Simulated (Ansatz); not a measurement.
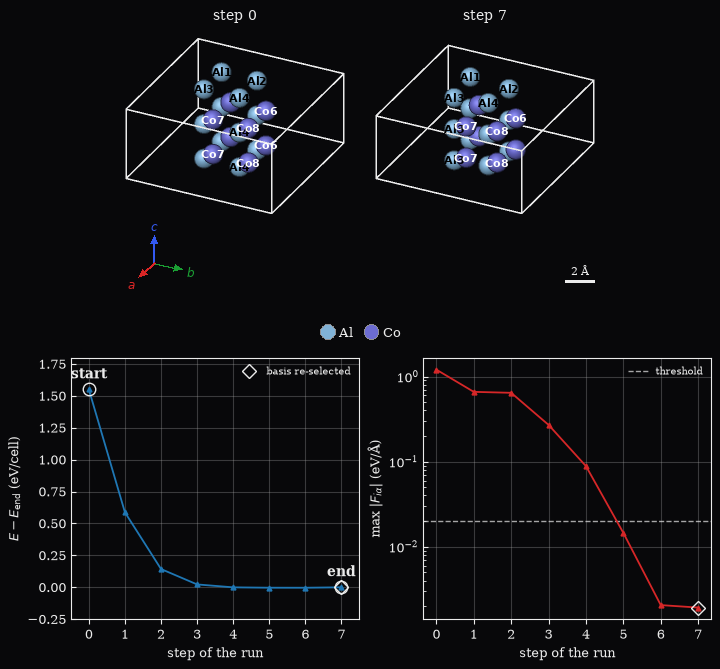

First and last geometry of a relaxation of a wire of composition AlCo, with the history of the run. A spheres-only model of the 2 repeat of the cell, with the vacuum cut short, seen from a free direction.

Case: wire along [0 0 1], 8 atoms a period.

These are results of Ansatz, DFT PBEsol, scalar-relativistic, plane waves, PAW, not measurements. Set-up: plane-wave cutoff 420 eV; k-point mesh 1 × 1 × 19; occupations gaussian; smearing width 0.05 eV; no spin polarisation; cell relaxed at fixed a, b, alpha, beta, gamma; force threshold 0.02 eV/Å; at most 45 steps.

What do the curves and the structures tell?

It converged. The energy falls by 1.550 eV per cell of the calculation in 6 accepted moves (7 points after the start). Largest force component: 1.2 eV/Å at the start, 0.0019 eV/Å at the end. The SCF was repeated once at an unchanged geometry on a basis and grid sized afresh for the cell, which shifted the energy by 3.6 meV per cell of the calculation at most. The largest moves relative to the layer's centre, 0.37 Å, are those of Co atoms. By element the largest moves are Co 0.37 Å, Al 0.30 Å. Along the periodic axis the drawn cell goes c 5.645 → 5.101 Å (−9.6 %). Among the contacts that change: Co–Co 2.823 → 2.325 Å, Al–Al 2.823 → 2.550 Å, Co–Co 2.823 → 2.550 Å, Al–Co 2.444 → 2.323 Å. Among the angles between lasting bonds that change: Co–Co–Co 90.0° → 106.9°, Al–Co–Al 70.5° → 65.6°, Co–Al–Co 70.5° → 66.6°. Cost: 2.3 min on 4 threads of Intel(R) Xeon(R) Platinum 8259CL CPU @ 2.50GHz (Skylake/Cascade Lake), on a shared host, peak memory 1 GiB.

```tsv
step	E − E(0), meV/atom	largest force component, eV/Å	note
0	0.00	1.2071	
1	-120.38	0.6617	
2	-175.90	0.6446	
3	-190.98	0.2704	
4	-193.83	0.0886	
5	-194.20	0.0145	
6	-194.23	0.0021	
7	-193.78	0.0019	same geometry, new basis
```

Limits of the set-up: the k-point mesh is coarse for a cell with partly filled bands.
